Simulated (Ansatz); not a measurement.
**Phonon transport in PbSe (Clausthalite, Fm-3m)**

Aim: the lattice thermal conductivity of PbSe (Clausthalite) against temperature, and which phonons carry it.

Measurements to reproduce:
- thermal conductivity 2 W/m/K near room temperature (given in “Combining the AFLOW GIBBS and Elastic Libraries to efficiently and robustly screen thermo-mechanical properties of solids”, 2017, arXiv:1611.05714)
- thermal conductivity 2 W/m/K near room temperature (given in “Predicting the lattice thermal conductivity of solids by solving the Boltzmann transport equation: AFLOW - AAPL an automated, accurate and efficient framework”, 2017, arXiv:1611.05481)

Program: Ansatz 0.2.0. Level of theory: DFT LDA, scalar-relativistic, plane waves, PAW; PAW set soft_1, in the first sound run; inputs show where later runs differ. Results are calculated unless marked as measured.

### Step 1. The structure

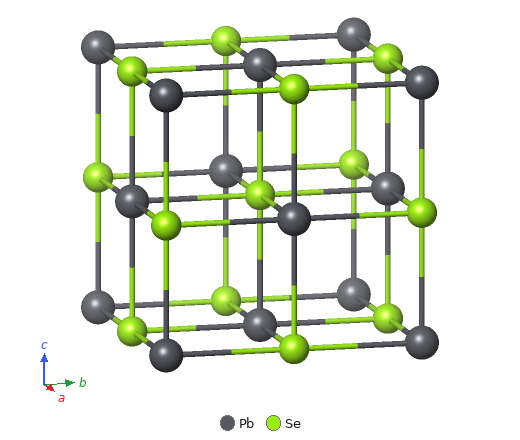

Start, viewed slightly off an axis; lead dark grey, selenium green. This picture shows the conventional cell, with its axes. Some periodic images of atoms are drawn too.

### Step 2. A first coarse run

Before spending time, one coarse run tells the gap and the pressure of the starting cell.

Input file input.yaml:

```yaml
crystal:
  lattice:
    - [0.0, 3.06065, 3.06065]
    - [3.06065, 0.0, 3.06065]
    - [3.06065, 3.06065, 0.0]
  atoms:
    - { symbol: Pb, position: [0.0, 0.0, 0.0] }
    - { symbol: Se, position: [0.5, 0.5, 0.5] }
kpoints:
  mp_grid: { grid: [6, 6, 6] }
hamiltonian:
  xc: lda
  pseudopotentials: { kind: paw, azcp: { folder: soft_1 }, xc_functional: pbe }
scf:
  occupations: { method: gaussian, width: 0.1 }
  lower_state_search: "off"
output:
  forces: true
  stress: true
  eigenvalues: true
```

Run with:

```console
> ansatz run input.yaml --threads 18 --pin off --max-ram 92160MiB --backend cuda --events-out ev --progress --plain --runs-dir out --max-vram 78GiB
```

Numbers of over 12 decimals in the logs are rounded to 6 here.

Log:

```text
Engine: ansatz 0.2.0, aarch64-unknown-linux-gnu
Pseudopotentials: kind: paw
Pseudopotential: Pb, paw, valence charge 14, recommended cutoff 420 eV (normal), soft_1/Pb.paw.azcp
Pseudopotential: Se, paw, valence charge 16, recommended cutoff 420 eV (normal), soft_1/Se.paw.azcp
Functional definition: SPW92
  exchange = slater_x
  correlation = pw_c
device memory: the entry about to start is reckoned to put 0.8 GiB on a device that reports 144.0 GiB free (of which the cap on the GPU budget leaves the run 78.0 GiB)
GPU FFT provider: cuFFT
GPU libraries: cuBLAS 13.8.1, cuFFT 12.4.0, cuSOLVER 12.3.2
GPU matrix products: emulated (plane waves: as basis.precision tells), large ones in fixed point in workspaces of 1.00 GiB
Crystal: 2 atoms, lattice volume = 57.342 Å³
Basis set: ecut = 420 eV, 1139 PW (Γ)
Bands: 19, of which v1, the nominal top of the filled ones, is band 15 counted from 1 (14 counted from 0)
Symmetry: 48 space group operations
Space group: Fm-3m (ITA 225), of the structure as read, at distance tolerance 3.9e-5 Å
k-points: 16 of 216
Non-local potential: Pb, projectors of the file, l = 0: 2, l = 1: 2, l = 2: 2, l = 3: 1
Non-local potential: Se, projectors of the file, l = 0: 2, l = 1: 2, l = 2: 3, l = 3: 1
PAW form: soft (Blöchl's): semilocal exchange-correlation on the pseudo side does not see the compensation charge
PAW frozen core: Pb, regenerated for the run's functional, and the local potential with it (the file was generated under x = pbe(κ = 0.804, μ = 0.219515), c = pbe(β = 0.066725))
PAW frozen core: Se, regenerated for the run's functional, and the local potential with it (the file was generated under x = pbe(κ = 0.804, μ = 0.219515), c = pbe(β = 0.066725))
PAW one-centre angular grid: Pb, 590 points (default); XC on 64 Gauss nodes
PAW one-centre angular grid: Se, 590 points (default); XC on 64 Gauss nodes
Initial density: superposition of atomic densities (chi_scale 0.1, normalization cell, long waves kept (reshape's long-wave potential 0.00 eV rms))
Initial wavefunctions: pseudopotential atomic-orbital guess
GPU buffer pool allocated for 27000 grid points (all kernels)
GPU transforms: local potential and band sums: pruned to the plane-wave sphere, on 30×30×30
Functional: x = slater, c = lda
SCF iter   1: F=—  HF=-16988.544906 eV  |F-HF|=—  |Δ(HF+E_count)|=         —  Δρ=2.00e-2  dr2=3.67e-1  ethr=3.10e-3  ⟨swp⟩=6.2  Hψ=1509  notcnv=0
preconditioner: auto → none  [insulator: Δε(μ)=0.396 eV  Ē_g=15.150 eV  σ=0.100 eV  W_gap=0.99  n_scr=14 (ndim 8)  ℏωp=21.9 eV  f_vac=0.000  D(μ)=0.01/eV (n_scr^D=0)  ε∞_Penn≈3.1]
SCF iter   2: F=—  HF=-16988.463693 eV  |F-HF|=—  |Δ(HF+E_count)|=   8.12e-2  Δρ=9.68e-3  dr2=8.24e-2  ethr=1.22e-3  ⟨swp⟩=2.0  Hψ=487  notcnv=0
SCF iter   3: F=—  HF=-16988.441774 eV  |F-HF|=—  |Δ(HF+E_count)|=   2.19e-2  Δρ=9.77e-4  dr2=3.66e-4  ethr=2.75e-4  ⟨swp⟩=2.0  Hψ=416  notcnv=0
SCF iter   4: F=—  HF=-16988.441538 eV  |F-HF|=—  |Δ(HF+E_count)|=   2.36e-4  Δρ=2.97e-4  dr2=1.92e-5  ethr=1.22e-6  ⟨swp⟩=2.0  Hψ=672  notcnv=0
SCF iter   5: F=—  HF=-16988.441569 eV  |F-HF|=—  |Δ(HF+E_count)|=   3.08e-5  Δρ=8.32e-5  dr2=2.50e-6  ethr=6.40e-8  ⟨swp⟩=2.0  Hψ=544  notcnv=0
SCF iter   6: F=-16988.441568 eV  HF=-16988.441568 eV  |F-HF|=4.21e-8  |Δ(HF+E_count)|=   6.21e-7  Δρ=2.08e-5  dr2=7.63e-8  ethr=3.33e-10  ⟨swp⟩=4.1  Hψ=1681  notcnv=0
SCF 1 converged in 6 iterations: F = -16988.441568 eV  dr2 = 7.63e-8
  greatest PAW one-centre occupation: 1.000 electrons in one spin orbital (limit 2), on the Se atom at site 1 (counted from 0), in its partial waves of l = 2
SCF converged after 6 iterations
Free energy (F): -16988.441568 eV
Harris-Foulkes:  -16988.441568 eV  (|F-HF|=4.21e-8)
Internal energy: -16988.440740 eV  (E = F + TS)
E sigma→0 (E₀):  -16988.441154 eV
Entropy (-TS):   -0.000829 eV (-0.414 meV/atom)
Fermi energy:    8.676194 eV
--- Per-component energies (eV) ---
  E_band       = -438.781050
  E_kinetic    = 403.349720
  E_local      = -3728.413182  (includes V_loc(G=0)·N_el)
  E_nonlocal   = -40.942706
  E_hartree    = 1810.190639
  E_xc         = -289.776533
  E_vxc        = -230.085452  (∫ρ·V_xc dr)
  E_paw        = -12133.280788  (= ΣΔE_a)
  E_vpaw       = -463.071866  (= ΣTr[D̂ρ^β])
  E_aug_tail   = -0.000366  (compensation charges beyond the density's cutoff)
  E_ewald      = -3011.707258
  E_core_change = 2.139736  (= ΣΔE_core)
  E_smearing   = -0.000829  (= −TS)
  E_closure    = 0.000000  (closes the sum)
  Σ components = -16988.441568   (vs F -16988.441568, Δ=0.00e0)
--- Forces (eV/Å), atoms counted from 1 ---
  atom   1  Pb     0.00000000    -0.00000000     0.00000000
  atom   2  Se    -0.00000000     0.00000000    -0.00000000
  max |Σ_I F_I| component: 4.08e-24 eV/Å
--- Stress (GPa, compression-positive) ---
       -2.187211       0.000000      -0.000000
        0.000000      -2.187211       0.000000
        0.000000      -0.000000      -2.187211
  P = ⅓ Tr σ = -2.1872 GPa (-21.872 kbar)
--- Band table (eV; the first three rows and the last of 16) ---
  k-point 0: bands = [... 11 lower, 2.1551, 6.7474, 6.7474, 6.7474, 13.2085, 13.2085, 13.2085, 15.1155]
  k-point 1: bands = [... 11 lower, 1.5208, 6.8221, 6.8221, 7.1717, 11.6344, 12.1815, 12.1815, 14.8611]
  k-point 2: bands = [... 11 lower, 0.3368, 7.0253, 7.0253, 7.8919, 9.8500, 10.8089, 10.8089, 15.6070]
  k-point 15: bands = [... 11 lower, 0.6133, 3.9638, 4.8249, 6.9699, 11.4710, 12.9240, 14.0069, 15.0698]
```

Wall time 0.8 s (1 × NVIDIA GB200 with 18 threads of Arm Neoverse V2, shared host); peak memory 1.1 GiB; 1.5 s of CPU time.

Reading the cycles: dr2 is the Hartree energy of the density residual (eV), the measure of convergence; HF is the Harris–Foulkes estimate of the energy, which meets the free energy F at convergence.

This step gave:

- pressure: -2.187 GPa
- volume per atom: 28.67 Å³/atom
- gap on the k-mesh: 0.1923 eV

The start is under -2.2 GPa at this level and looks like an insulator or semiconductor on this mesh.

### Step 3. Relaxation

Phonons are second derivatives about a minimum, so cell and atoms are relaxed first, inside the symmetry of the start.

input.yaml, the sections that differ from step 2:

```yaml
kpoints:
  mp_grid: { grid: [10, 10, 10] }
scf:
  occupations: { method: gaussian, width: 0.01 }
  lower_state_search: "off"
relax:
  adjacent_minimum: "off"
  f_tol: 0.005
  max_steps: 80
  cell: { stress_tol: 0.05 }
# crystal, hamiltonian, output: as in step 2
```

Log:

```text
[...]
Crystal: 2 atoms, lattice volume = 57.342 Å³
Basis set: ecut = 420 eV, 1139 PW (Γ)
Bands: 19, of which v1, the nominal top of the filled ones, is band 15 counted from 1 (14 counted from 0)
Symmetry: 48 space group operations
[...]
k-points: 47 of 1000
[...]
SCF iter   1: F=—  HF=-16988.540240 eV  |F-HF|=—  |Δ(HF+E_count)|=         —  Δρ=2.02e-2  dr2=3.74e-1  ethr=3.10e-3  ⟨swp⟩=6.7  Hψ=4508  notcnv=0
[...]
SCF iter   2: F=—  HF=-16988.458870 eV  |F-HF|=—  |Δ(HF+E_count)|=   8.14e-2  Δρ=9.65e-3  dr2=8.21e-2  ethr=1.25e-3  ⟨swp⟩=2.0  Hψ=1439  notcnv=0
[...]
SCF iter   6: F=-16988.436965 eV  HF=-16988.436965 eV  |F-HF|=2.22e-9  |Δ(HF+E_count)|=   2.28e-8  Δρ=1.41e-5  dr2=2.98e-8  ethr=3.33e-10  ⟨swp⟩=5.9  Hψ=4430  notcnv=0
SCF 1 converged in 6 iterations: F = -16988.436965 eV  dr2 = 2.98e-8
[...]
relax step   1: F+E_penalty+E_count = -16988.43696518 eV  Δ(F+E_penalty+E_count) = +0.000e0 eV  max|allowed force component| = 3.016e-25 eV/Å  Δτ_max = 0.0000 Å  P = -2.100 GPa  Ω = 57.342 Å³  (6 SCF iters, dr2 threshold 1.00e-7 eV, accepted)
[...]
Crystal: 2 atoms, lattice volume = 53.998 Å³
Basis set: ecut = 420 eV, 1067 PW (Γ)
[...]
iter 1 solved again at ethr=4.57e-6 eV; its pass at ethr=3.10e-3 eV (dr2=1.37e-3 eV) is discarded
[...]
SCF iter   2: F=—  HF=-16988.448184 eV  |F-HF|=—  |Δ(HF+E_count)|=   2.75e-4  Δρ=6.56e-4  dr2=2.87e-4  ethr=4.32e-6  ⟨swp⟩=2.0  Hψ=1108  notcnv=0
[...]
SCF iter   6: F=-16988.448137 eV  HF=-16988.448137 eV  |F-HF|=2.18e-10  |Δ(HF+E_count)|=   3.91e-9  Δρ=8.30e-7  dr2=3.39e-10  ethr=1.20e-11  ⟨swp⟩=1.0  Hψ=2681  notcnv=0
SCF 2 converged in 6 iterations: F = -16988.448137 eV  dr2 = 3.39e-10
relax step   2: F+E_penalty+E_count = -16988.44813661 eV  Δ(F+E_penalty+E_count) = -1.117e-2 eV  max|allowed force component| = 4.719e-26 eV/Å  Δτ_max = 0.0000 Å  P = +1.200 GPa  Ω = 53.998 Å³  energy of the carried Pulay correction = +5.148e-4 eV  (6 SCF iters, dr2 threshold 2.00e-7 eV, accepted)
[...]
Crystal: 2 atoms, lattice volume = 55.168 Å³
[...]
SCF iter   4: F=-16988.452260 eV  HF=-16988.452260 eV  |F-HF|=6.91e-9  |Δ(HF+E_count)|=   8.26e-7  Δρ=1.63e-5  dr2=5.58e-8  ethr=6.67e-10  ⟨swp⟩=4.6  Hψ=4709  notcnv=0
SCF 3 converged in 4 iterations: F = -16988.452260 eV  dr2 = 5.58e-8
relax step   3: F+E_penalty+E_count = -16988.45225968 eV  Δ(F+E_penalty+E_count) = -4.123e-3 eV  max|allowed force component| = 4.481e-25 eV/Å  Δτ_max = 0.0000 Å  P = -0.031 GPa  Ω = 55.168 Å³  energy of the carried Pulay correction = +3.296e-4 eV  (4 SCF iters, dr2 threshold 2.00e-7 eV, accepted)
[...]
SCF iter   1: F=—  HF=-16988.451942 eV  |F-HF|=—  |Δ(HF+E_count)|=         —  Δρ=4.28e-5  dr2=1.56e-7  ethr=1.10e-8  ⟨swp⟩=4.0  Hψ=7600  notcnv=0
[...]
SCF iter   2: F=—  HF=-16988.451942 eV  |F-HF|=—  |Δ(HF+E_count)|=   1.40e-8  Δρ=2.13e-5  dr2=3.91e-8  ethr=5.20e-10  ⟨swp⟩=2.0  Hψ=1586  notcnv=0
[...]
SCF iter   5: F=-16988.451942 eV  HF=-16988.451942 eV  |F-HF|=7.28e-12  |Δ(HF+E_count)|=  2.98e-10  Δρ=2.58e-7  dr2=1.65e-11  ethr=1.00e-12  ⟨swp⟩=4.9  Hψ=4866  notcnv=0
SCF 4 converged in 5 iterations: F = -16988.451942 eV  dr2 = 1.65e-11
relax step   4: F+E_penalty+E_count = -16988.45194165 eV  Δ(F+E_penalty+E_count) = +3.180e-4 eV  max|allowed force component| = 1.893e-29 eV/Å  Δτ_max = 0.0000 Å  P = -0.033 GPa  Ω = 55.168 Å³  stress off target by 3.26e-2 GPa  SCF on the basis re-selected at this cell (its energy is not comparable with the rows above)  (5 SCF iters)
basis re-selected at this cell: Δ(F+E_penalty+E_count) = +3.180e-4 eV, ΔP = -0.001 GPa vs the last step (what re-selecting the basis moved, of the pressure what is left beyond the Pulay correction that the steps carried, after the strain that the cell walked since its last selection, with what the two solves' SCF thresholds leave and, on support functions, any second-order correction that the steps lacked; it is no m [...]
SCF converged after 5 iterations
Free energy (F): -16988.451942 eV
[...]
Internal energy: -16988.451942 eV  (E = F + TS)
E sigma→0 (E₀):  -16988.451942 eV
Fermi energy:    9.288022 eV
[...]
--- Stress (GPa, compression-positive) ---
       -0.032617      -0.000000      -0.000000
       -0.000000      -0.032617      -0.000000
       -0.000000      -0.000000      -0.032617
  P = ⅓ Tr σ = -0.0326 GPa (-0.326 kbar)
--- Band table (eV; the first three rows and the last of 47) ---
  k-point 0: bands = [... 11 lower, 2.8591, 7.2143, 7.2143, 7.2143, 13.9346, 13.9346, 13.9346, 15.6754]
  k-point 1: bands = [... 11 lower, 2.5700, 7.2432, 7.2432, 7.4195, 13.1387, 13.4451, 13.4451, 15.4965]
  k-point 2: bands = [... 11 lower, 1.8774, 7.3292, 7.3292, 7.8706, 11.8747, 12.5164, 12.5164, 15.4695]
  k-point 46: bands = [... 11 lower, 1.0245, 4.4480, 5.0020, 7.9898, 11.4910, 13.7529, 14.5168, 16.2368]
--- Relaxed structure (3 steps of the walk, 3 accepted, 1 SCFs on fresh bases) ---
  F+E_penalty+E_count = -16988.45194165 eV   max|allowed force component| = 1.893e-29 eV/Å   (the final SCF, on the basis selected at the relaxed cell)
  cell:  # Å, volume = 55.1676 Å³
    - [0, 3.021469, 3.021469]
    - [3.021469, 0, 3.021469]
    - [3.021469, 3.021469, 0]
  atoms:
    - { symbol: Pb, position: [0, 0, 0] }
    - { symbol: Se, position: [0.500000, 0.500000, 0.500000] }
```

The job ended after 2.6 s (1 × NVIDIA GB200 with 18 threads; peak memory 1 GiB; 5.9 s of CPU time).

The steps of the relaxation:

```tsv
step	energy less that of the first step (eV)	largest force component (eV/Å)	pressure (GPa)	volume (Å³)
1	0.0000	0.0000	-2.10	57.34
2	-0.0112	0.0000	1.20	54.00
3	-0.0153	0.0000	-0.03	55.17
4*	-0.0150	0.0000	-0.03	55.17
```

Relaxation steps marked * repeat the geometry before them on a plane-wave basis chosen anew for their cell, so energy and pressure can jump there.

Forces are held to the 48 operations that the run works with; a distortion that breaks them can't arise in this run.

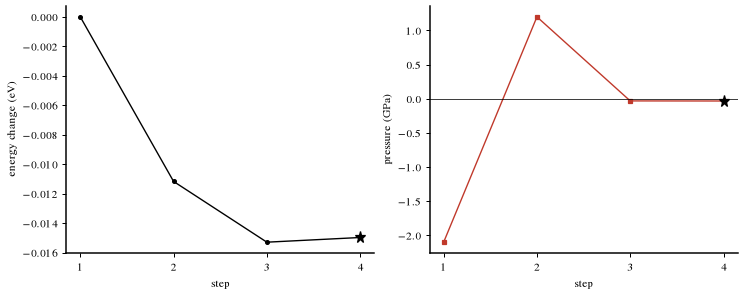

Energy and pressure along the relaxation. Stars mark steps on a basis chosen anew.

```tsv
conventional cell, symmetrised	before	after	change
a (Å)	6.121	6.043	-1.3 %
b (Å)	6.121	6.043	-1.3 %
c (Å)	6.121	6.043	-1.3 %
volume (Å³/atom)	28.67	27.58	-3.8 %
```

Final coordinates:

```xyz
2
Lattice="0.0000 3.0215 3.0215 3.0215 0.0000 3.0215 3.0215 3.0215 0.0000" Properties=species:S:1:pos:R:3 pbc="T T T"
Pb    0.0000    0.0000    0.0000
Se    3.0215    3.0215    3.0215
```

This step gave:

| Item | Value |
| --- | --- |
| pressure | -0.03262 GPa |
| volume per atom | 27.58 Å³/atom |
| gap on the k-mesh | 0.05845 eV |

The relaxation ends with a pressure of -0.03 GPa.

### Step 4. Tight relaxation

The relaxation is repeated with tighter thresholds on force and stress, since phonons are sensitive to what is left; a change of mesh or smearing in the input moves the cell too.

input.yaml, the sections that differ from step 3:

```yaml
crystal:
  lattice:
    - [0.0, 3.0214690527, 3.0214690527]
    - [3.0214690527, 0.0, 3.0214690527]
    - [3.0214690527, 3.0214690527, 0.0]
  atoms:
    - { symbol: Pb, position: [0.0, 0.0, 0.0] }
    - { symbol: Se, position: [0.5, 0.5, 0.5] }
relax:
  adjacent_minimum: "off"
  f_tol: 0.001
  max_steps: 60
  cell: { stress_tol: 0.01 }
# kpoints, hamiltonian, scf, output: as in step 3
```

Log:

```text
[...]
Crystal: 2 atoms, lattice volume = 55.168 Å³
Basis set: ecut = 420 eV, 1067 PW (Γ)
Bands: 19, of which v1, the nominal top of the filled ones, is band 15 counted from 1 (14 counted from 0)
Symmetry: 48 space group operations
[...]
k-points: 47 of 1000
[...]
k-point 46: bands = [... 11 lower, 1.0318, 4.4529, 5.0073, 7.9978, 11.5003, 13.7617, 14.5271, 16.2477]
--- Relaxed structure (3 steps of the walk, 3 accepted, 1 SCFs on fresh bases) ---
[...]
cell:  # Å, volume = 55.1369 Å³
    - [0, 3.020907, 3.020907]
    - [3.020907, 0, 3.020907]
    - [3.020907, 3.020907, 0]
  atoms:
    - { symbol: Pb, position: [0, 0, 0] }
    - { symbol: Se, position: [0.5, 0.5, 0.5] }
[key lines of the parts left out:]
SCF converged after 5 iterations
Free energy (F): -16988.451940 eV
Fermi energy:    9.297009 eV
P = ⅓ Tr σ = -0.0001 GPa (-0.001 kbar)
```

The job ended after 2.4 s (1 × NVIDIA GB200 with 18 threads; peak memory 1.1 GiB; 5.7 s of CPU time).

Little changed from the start: no atom moved by 0.005 Å and no cell edge by 0.1 %.

Numbers from this step:

```
pressure          : -7.45e-5 GPa
volume per atom   : 27.57 Å³/atom
gap on the k-mesh : 0.05646 eV
```

The residual pressure is -7.4e-5 GPa, small enough for phonons.

(Part 1 of 2 ends here.)

[Logs are printed without paths, hosts, clocks, repeated set-up lines and the standing remarks that a program may print on its own settings, such as how far it seeks lower states.]

[Hosts, paths, dates, database ids (printed as entryN), source tags and the programs' standing remarks are cut or masked in the printed files.]

[A step with changed settings may run another functional than the one named; its input shows which.]
